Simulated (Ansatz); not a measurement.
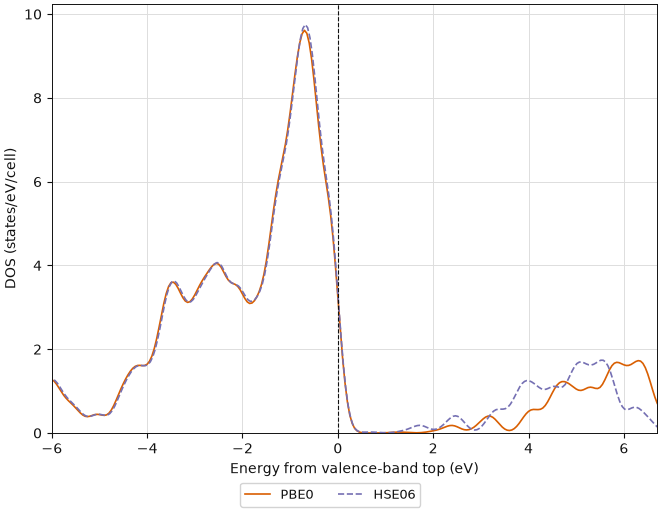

Total densities of states of PbO₂, space group I4_1/amd, 6 atoms in the cell, anatase type, by two methods on the same cell. The curves are built from the levels of the k mesh with Gaussians 0.4 eV wide, which also blur the band edges. Each is counted from its own valence-band top.

Question: What changes from one method to the other?

Answer: PBE0 gives a gap of 1.28 eV and HSE06 gives a gap of 0.69 eV.

Settings. PBE0: DFT, PBE0, plane waves, PAW, no spin polarisation, 6×6×6 k mesh, 420 eV cutoff (Ansatz). HSE06: DFT, HSE06, plane waves, PAW, no spin polarisation, 6×6×6 k mesh, 420 eV cutoff (Ansatz).

Spin-orbit coupling is left out, which matters for Pb.
